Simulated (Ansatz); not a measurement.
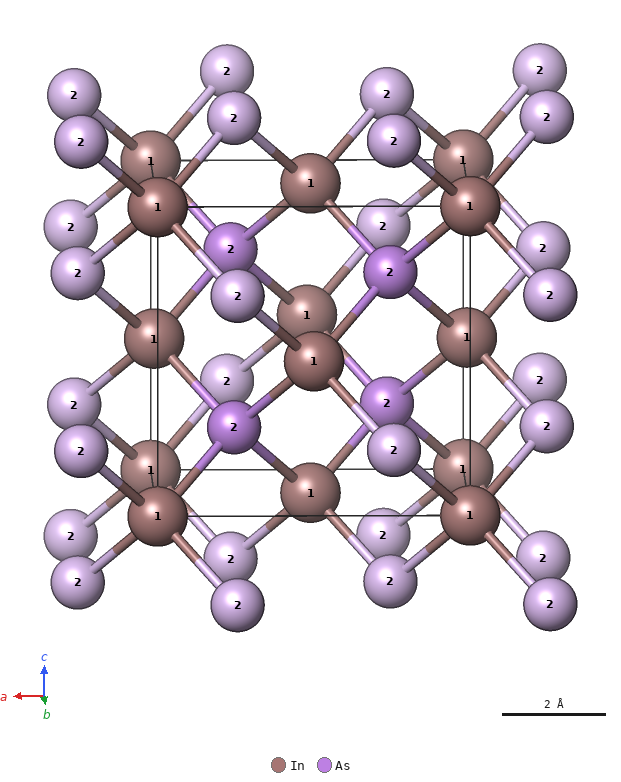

**Figure 1.** The input geometry (ball-and-stick view of the cell 4 times as large as that of the calculation, set on its symmetry axes, seen at an oblique angle; neighbours outside the cell are drawn fainter; atoms are numbered from 1 in the order of the input). Near neighbours in the crystal (not all of them lie inside the picture): In has 4 As at 2.64 Å; As has 4 In at 2.64 Å.

**Geometry relaxation of InAs (part 1 of 2)**

The run: geometry relaxation of InAs (F-43m, 2 atoms in the cell). Method and program: DFT PBEsol, scalar-relativistic, plane waves, PAW, no spin polarisation (Ansatz 0.2.0).

The structure derives from an entry of the Crystallography Open Database. It belongs to a series of runs on one base structure; here: relaxed at 12 GPa. Figures and captions count atoms from 1; the log counts them from 0 in places.

Log
```
Engine: ansatz 0.2.0, x86_64-unknown-linux-gnu
Pseudopotentials: kind: paw
Pseudopotential: In, paw, valence charge 13, recommended cutoff 420 eV (normal), In.paw.azcp
Pseudopotential: As, paw, valence charge 15, recommended cutoff 420 eV (normal), As.paw.azcp
Functional definition: PBEsol
  exchange = pbesol_x
  correlation = pbesol_c
Crystal: 2 atoms, lattice volume = 56.396 Å³
Basis set: ecut = 420 eV, 1067 PW (Γ), exchange–correlation on 60×60×60 points (8 copies of the dense FFT grid, shifted against one another)
Bands: 18, of which v1, the nominal top of the filled ones, is band 14 counted from 1 (13 counted from 0)
Symmetry: 24 space group operations
Space group: F-43m (ITA 216), of the structure as read, at distance tolerance 3.8e-5 Å
k-points: 72 of 1728 (time reversal used)
Non-local potential: In, projectors of the file, l = 0: 2, l = 1: 2, l = 2: 2, l = 3: 2
Non-local potential: As, projectors of the file, l = 0: 2, l = 1: 2, l = 2: 3, l = 3: 1
PAW form: soft (Blöchl's): semilocal exchange-correlation on the pseudo side does not see the compensation charge
PAW frozen core: In, regenerated for the run's functional, and the local potential with it (the file was generated under x = pbe(κ = 0.804, μ = 0.2195149727645171), c = pbe(β = 0.06672455060314922))
PAW frozen core: As, regenerated for the run's functional, and the local potential with it (the file was generated under x = pbe(κ = 0.804, μ = 0.2195149727645171), c = pbe(β = 0.06672455060314922))
PAW one-centre angular grid: In, 590 points (default); XC on 64 Gauss nodes
PAW one-centre angular grid: As, 590 points (default); XC on 64 Gauss nodes
Initial density: superposition of atomic densities (neutral atoms: chi_scale 0, normalization atom), corrected by the library's trained network
Initial wavefunctions: pseudopotential atomic-orbital guess
Functional: x = pbesol(κ = 0.804, μ = 0.12345679012345678), c = pbesol(β = 0.046)
SCF iter   1: F=—  HF=-10338.837351 eV  |F-HF|=—  |Δ(HF+E_count)|=         —  Δρ=4.49e-3  dr2=1.99e-2  ethr=1.77e-3  ⟨swp⟩=5.2  Hψ=6139  notcnv=0
preconditioner: auto → none  [insulator: Δε(μ)=0.691 eV  Ē_g=14.539 eV  σ=0.150 eV  W_gap=0.82  n_scr=14 (ndim 8)  ℏωp=21.0 eV  f_vac=0.112  D(μ)=0.04/eV (n_scr^D=0)  ε∞_Penn≈3.1]
SCF iter   2: F=—  HF=-10338.829834 eV  |F-HF|=—  |Δ(HF+E_count)|=   7.52e-3  Δρ=1.51e-3  dr2=1.13e-3  ethr=7.11e-5  ⟨swp⟩=2.0  Hψ=2129  notcnv=0
SCF iter   3: F=—  HF=-10338.829646 eV  |F-HF|=—  |Δ(HF+E_count)|=   1.88e-4  Δρ=4.98e-4  dr2=1.54e-4  ethr=4.02e-6  ⟨swp⟩=2.0  Hψ=2305  notcnv=0
SCF iter   4: F=—  HF=-10338.829678 eV  |F-HF|=—  |Δ(HF+E_count)|=   3.15e-5  Δρ=2.10e-4  dr2=1.60e-5  ethr=5.51e-7  ⟨swp⟩=2.0  Hψ=1563  notcnv=0
SCF iter   5: F=—  HF=-10338.829690 eV  |F-HF|=—  |Δ(HF+E_count)|=   1.24e-5  Δρ=1.88e-5  dr2=1.32e-7  ethr=5.70e-8  ⟨swp⟩=2.0  Hψ=1587  notcnv=0
SCF iter   6: F=-10338.829690 eV  HF=-10338.829690 eV  |F-HF|=3.24e-8  |Δ(HF+E_count)|=   4.30e-8  Δρ=7.64e-6  dr2=2.14e-8  ethr=3.57e-10  ⟨swp⟩=9.4  Hψ=9604  notcnv=0
SCF 1 converged in 6 iterations: F = -10338.829690 eV  dr2 = 2.14e-8
  greatest PAW one-centre occupation: 0.999 electrons in one spin orbital (limit 2), on the As atom at site 1 (counted from 0), in its partial waves of l = 2
relax step   1: F+E_penalty+E_count = -10338.82969003 eV  Δ(F+E_penalty+E_count) = +0.000e0 eV  max|allowed force component| = 1.122e-16 eV/Å  Δτ_max = 0.0000 Å  P = +0.004 GPa  Ω = 56.396 Å³  (6 SCF iters, dr2 threshold 1.00e-7 eV, accepted)
Crystal: 2 atoms, lattice volume = 48.544 Å³
Basis set: ecut = 420 eV, 941 PW (Γ), exchange–correlation on 60×60×60 points (8 copies of the dense FFT grid, shifted against one another)
Initial density: handed on by an earlier stage of this run
Initial wavefunctions: those handed on with the density
iter 1 solved again at ethr=6.81e-5 eV; its pass at ethr=3.10e-3 eV (dr2=1.91e-2 eV) is discarded
SCF iter   1: F=—  HF=-10338.582343 eV  |F-HF|=—  |Δ(HF+E_count)|=         —  Δρ=5.33e-3  dr2=1.91e-2  ethr=6.81e-5  ⟨swp⟩=1.0  Hψ=7614  notcnv=0
preconditioner: auto → none  [insulator: Δε(μ)=0.817 eV  Ē_g=15.257 eV  σ=0.150 eV  W_gap=0.64  n_scr=14 (ndim 8)  ℏωp=22.6 eV  f_vac=0.027  D(μ)=0.01/eV (n_scr^D=0)  ε∞_Penn≈3.2]
SCF iter   2: F=—  HF=-10338.578586 eV  |F-HF|=—  |Δ(HF+E_count)|=   3.76e-3  Δρ=2.26e-3  dr2=2.01e-3  ethr=6.81e-5  ⟨swp⟩=2.0  Hψ=1564  notcnv=0
SCF iter   3: F=—  HF=-10338.578706 eV  |F-HF|=—  |Δ(HF+E_count)|=   1.19e-4  Δρ=7.71e-4  dr2=2.84e-4  ethr=7.17e-6  ⟨swp⟩=2.9  Hψ=2299  notcnv=0
SCF iter   4: F=—  HF=-10338.578741 eV  |F-HF|=—  |Δ(HF+E_count)|=   3.52e-5  Δρ=1.70e-4  dr2=8.40e-6  ethr=1.02e-6  ⟨swp⟩=3.0  Hψ=2375  notcnv=0
SCF iter   5: F=—  HF=-10338.578748 eV  |F-HF|=—  |Δ(HF+E_count)|=   6.90e-6  Δρ=3.24e-5  dr2=2.95e-7  ethr=3.00e-8  ⟨swp⟩=3.0  Hψ=2044  notcnv=0
SCF iter   6: F=-10338.578748 eV  HF=-10338.578748 eV  |F-HF|=2.61e-8  |Δ(HF+E_count)|=   2.90e-7  Δρ=9.27e-6  dr2=3.56e-8  ethr=7.14e-10  ⟨swp⟩=9.8  Hψ=9465  notcnv=0
SCF 2 converged in 6 iterations: F = -10338.578748 eV  dr2 = 3.56e-8
relax step   2: F+E_penalty+E_count = -10338.57874819 eV  Δ(F+E_penalty+E_count) = +2.509e-1 eV  max|allowed force component| = 8.153e-17 eV/Å  Δτ_max = 0.0000 Å  P = +11.877 GPa  Ω = 48.544 Å³  energy of the carried Pulay correction = +1.573e-3 eV  (6 SCF iters, dr2 threshold 2.00e-7 eV, accepted)
Crystal: 2 atoms, lattice volume = 48.474 Å³
iter 1 solved again at ethr=9.85e-9 eV; its pass at ethr=3.10e-3 eV (dr2=2.76e-6 eV) is discarded
SCF iter   1: F=—  HF=-10338.573545 eV  |F-HF|=—  |Δ(HF+E_count)|=         —  Δρ=5.39e-5  dr2=2.08e-6  ethr=9.85e-9  ⟨swp⟩=2.9  Hψ=7348  notcnv=0
preconditioner: auto → none  [insulator: Δε(μ)=0.792 eV  Ē_g=15.274 eV  σ=0.150 eV  W_gap=0.64  n_scr=14 (ndim 8)  ℏωp=22.6 eV  f_vac=0.051  D(μ)=0.01/eV (n_scr^D=0)  ε∞_Penn≈3.2]
SCF iter   2: F=—  HF=-10338.573544 eV  |F-HF|=—  |Δ(HF+E_count)|=   3.49e-7  Δρ=2.33e-5  dr2=2.30e-7  ethr=7.44e-9  ⟨swp⟩=2.0  Hψ=1584  notcnv=0
SCF iter   3: F=—  HF=-10338.573544 eV  |F-HF|=—  |Δ(HF+E_count)|=   5.15e-8  Δρ=8.81e-6  dr2=3.86e-8  ethr=1.35e-10  ⟨swp⟩=9.0  Hψ=9429  notcnv=0
SCF iter   4: F=-10338.573544 eV  HF=-10338.573544 eV  |F-HF|=8.53e-10  |Δ(HF+E_count)|=   1.40e-8  Δρ=1.91e-6  dr2=1.23e-9  ethr=1.35e-10  ⟨swp⟩=7.6  Hψ=6783  notcnv=0
SCF 3 converged in 4 iterations: F = -10338.573544 eV  dr2 = 1.23e-9
relax step   3: F+E_penalty+E_count = -10338.57354437 eV  Δ(F+E_penalty+E_count) = +5.204e-3 eV  max|allowed force component| = 1.023e-16 eV/Å  Δτ_max = 0.0000 Å  P = +12.031 GPa  Ω = 48.474 Å³  energy of the carried Pulay correction = +1.588e-3 eV  (4 SCF iters, dr2 threshold 3.79e-8 eV, accepted)
Crystal: 2 atoms, lattice volume = 48.488 Å³
iter 1 solved again at ethr=3.61e-10 eV; its pass at ethr=3.10e-3 eV (dr2=1.01e-7 eV) is discarded
SCF iter   1: F=—  HF=-10338.574604 eV  |F-HF|=—  |Δ(HF+E_count)|=         —  Δρ=1.11e-5  dr2=8.79e-8  ethr=3.61e-10  ⟨swp⟩=3.0  Hψ=7345  notcnv=0
preconditioner: auto → none  [insulator: Δε(μ)=0.793 eV  Ē_g=15.273 eV  σ=0.150 eV  W_gap=0.64  n_scr=14 (ndim 8)  ℏωp=22.6 eV  f_vac=0.052  D(μ)=0.01/eV (n_scr^D=0)  ε∞_Penn≈3.2]
SCF iter   2: F=—  HF=-10338.574604 eV  |F-HF|=—  |Δ(HF+E_count)|=   9.12e-8  Δρ=4.32e-6  dr2=7.56e-9  ethr=3.14e-10  ⟨swp⟩=2.1  Hψ=1650  notcnv=0
SCF iter   3: F=-10338.574604 eV  HF=-10338.574604 eV  |F-HF|=5.46e-11  |Δ(HF+E_count)|=  8.59e-10  Δρ=1.74e-6  dr2=1.33e-9  ethr=8.77e-12  ⟨swp⟩=7.0  Hψ=6506  notcnv=0
SCF 4 converged in 3 iterations: F = -10338.574604 eV  dr2 = 1.33e-9
relax step   4: F+E_penalty+E_count = -10338.57460401 eV  Δ(F+E_penalty+E_count) = -1.060e-3 eV  max|allowed force component| = 1.000e-16 eV/Å  Δτ_max = 0.0000 Å  P = +12.000 GPa  Ω = 48.488 Å³  energy of the carried Pulay correction = +1.585e-3 eV  (3 SCF iters, dr2 threshold 2.45e-9 eV, accepted)
Initial wavefunctions: pseudopotential atomic-orbital guess (no wavefunctions were taken with the density)
iter 1 solved again at ethr=5.41e-8 eV; its pass at ethr=3.10e-3 eV (dr2=1.51e-5 eV) is discarded
SCF iter   1: F=—  HF=-10338.573209 eV  |F-HF|=—  |Δ(HF+E_count)|=         —  Δρ=1.78e-4  dr2=2.74e-6  ethr=5.41e-8  ⟨swp⟩=2.6  Hψ=9595  notcnv=0
SCF iter   2: F=—  HF=-10338.573209 eV  |F-HF|=—  |Δ(HF+E_count)|=   2.05e-7  Δρ=8.34e-5  dr2=7.04e-7  ethr=9.78e-9  ⟨swp⟩=2.1  Hψ=2047  notcnv=0
SCF iter   3: F=—  HF=-10338.573209 eV  |F-HF|=—  |Δ(HF+E_count)|=   3.33e-7  Δρ=2.22e-5  dr2=4.00e-8  ethr=2.51e-9  ⟨swp⟩=2.0  Hψ=1515  notcnv=0
SCF iter   4: F=—  HF=-10338.573209 eV  |F-HF|=—  |Δ(HF+E_count)|=   2.94e-8  Δρ=2.28e-6  dr2=8.47e-10  ethr=1.43e-10  ⟨swp⟩=2.0  Hψ=2156  notcnv=0
SCF iter   5: F=—  HF=-10338.573209 eV  |F-HF|=—  |Δ(HF+E_count)|=  3.86e-10  Δρ=3.13e-7  dr2=3.70e-11  ethr=3.02e-12  ⟨swp⟩=2.0  Hψ=1493  notcnv=0
SCF iter   6: F=—  HF=-10338.573209 eV  |F-HF|=—  |Δ(HF+E_count)|=  1.82e-12  Δρ=8.87e-8  dr2=5.13e-12  ethr=1.00e-12  ⟨swp⟩=6.0  Hψ=5483  notcnv=0
SCF iter   7: F=-10338.573209 eV  HF=-10338.573209 eV  |F-HF|=1.82e-12  |Δ(HF+E_count)|=  1.82e-12  Δρ=2.78e-8  dr2=1.73e-13  ethr=1.00e-12  ⟨swp⟩=5.0  Hψ=4874  notcnv=0
SCF 5 converged in 7 iterations: F = -10338.573209 eV  dr2 = 1.73e-13
relax step   5: F+E_penalty+E_count = -10338.57320927 eV  Δ(F+E_penalty+E_count) = +1.395e-3 eV  max|allowed force component| = 9.194e-17 eV/Å  Δτ_max = 0.0000 Å  P = +11.988 GPa  Ω = 48.488 Å³  stress off target by 1.17e-2 GPa  SCF on the basis re-selected at this cell (its energy is not comparable with the rows above)  (7 SCF iters)
```

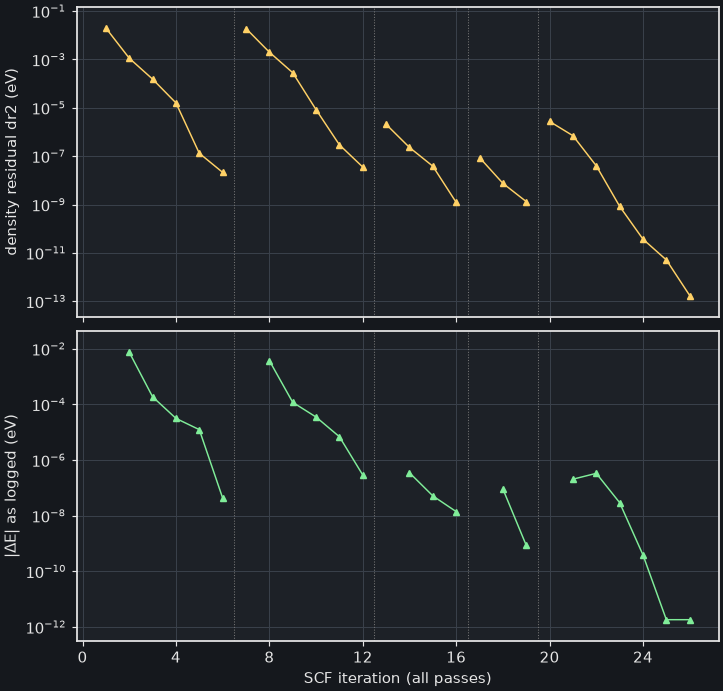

**Figure 2.** Convergence of the self-consistent field: density residual dr2 and size of the energy change against the SCF iteration. The dotted lines part the SCF passes of the relaxation: geometry steps, rejected trials and re-solves on a re-selected basis. The 5 passes take 3 to 7 iterations each, 26 in all.

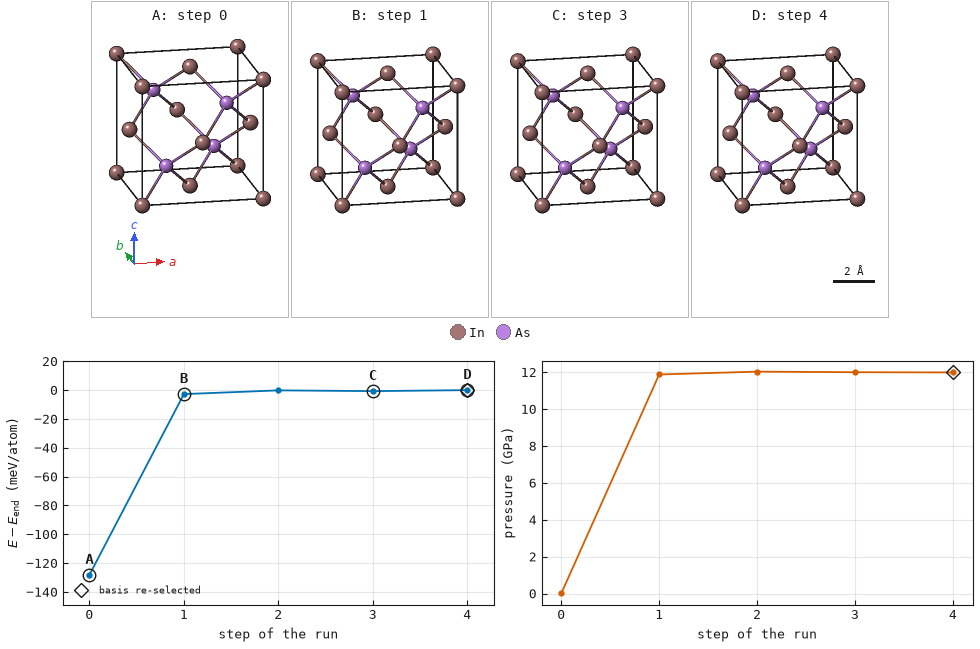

**Figure 3.** Frames of the relaxation (ball-and-stick view of the cell 4 times as large as that of the calculation, set on its symmetry axes, seen slightly off an axis) above the curves, on which the letters mark them (the first geometry is step 0 here and step 1 in the log).
